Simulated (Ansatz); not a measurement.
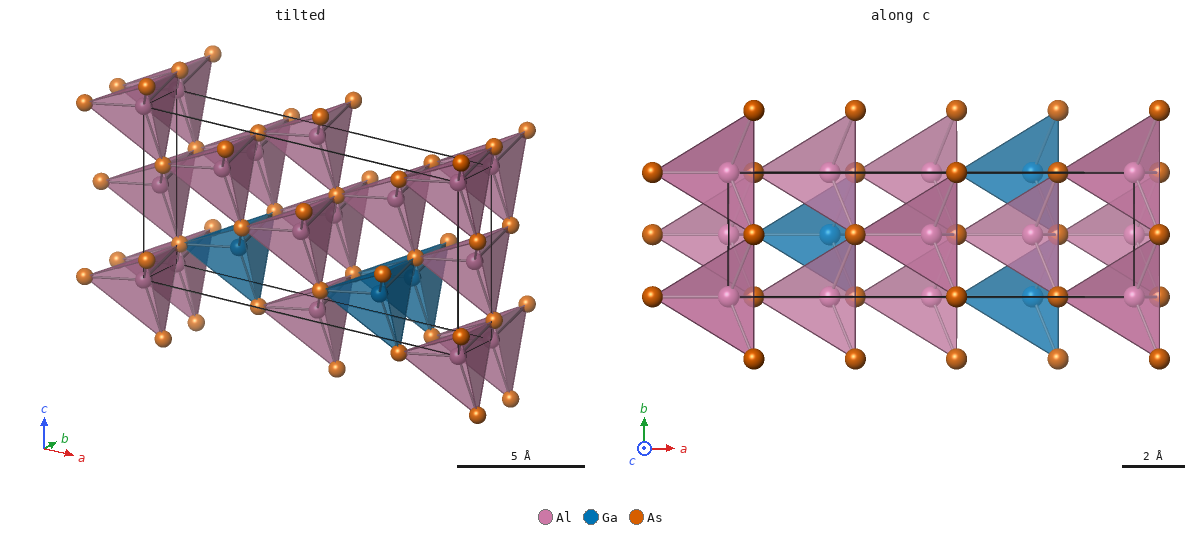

The image is a polyhedral drawing of a crystal, viewed slightly off an axis and along the c axis. The lines enclose the conventional unit cell; boundary atoms appear with their images. Some neighbours outside the box are added.

Al3GaAs4, space group Cm (No. 8), a = 13.310 Å, b = 4.016 Å, c = 6.948 Å, α = 90.00°, β = 100.06°, γ = 90.00°. The model was built from a structure type filled with these elements by a generator (whether the compound takes this form wasn't checked). Earlier steps of the study may have refined or changed the cell and positions. It went into a calculation with Ansatz.

This one geometry was computed with Ansatz (DFT, plane waves, PAW) at five levels of theory: PBE with spin-orbit coupling, PBE0, PBE, HSE06 and r2SCAN. It was relaxed beforehand with r2SCAN.

Which level gives the highest pressure at this volume, and what does that say about its equilibrium volume?

Highest: PBE with spin-orbit coupling (2.1 GPa) and PBE (2.1 GPa), which points to the largest equilibrium volume. Lowest, with the smallest volume: PBE0 (0.1 GPa), HSE06 (0.3 GPa) and r2SCAN (0.0 GPa). Levels within 0.5 GPa of each other can't be told apart.

How does the band gap change with the level of theory?

PBE with spin-orbit coupling: a gap of 1.29 eV, direct; PBE: a gap of 1.39 eV, direct; r2SCAN: a gap of 1.78 eV, indirect; HSE06: a gap of 2.07 eV, indirect; PBE0: a gap of 2.72 eV, indirect.

Collect the results in a table.

| level | cutoff (eV) | k-mesh of the run's cell | gap (eV) | pressure (GPa) |
| --- | --- | --- | --- | --- |
| PBE with spin-orbit coupling | 420 | 6×6×4 | 1.29 | 2.1 |
| PBE0 | 420 | 4×4×2 | 2.72 | 0.1 |
| PBE | 420 | 6×6×4 | 1.39 | 2.1 |
| HSE06 | 420 | 4×4×2 | 2.07 | 0.3 |
| r2SCAN | 500 | 6×6×4 | 1.78 | 0.0 |

Gaps are taken on the k-mesh or band path of each run.
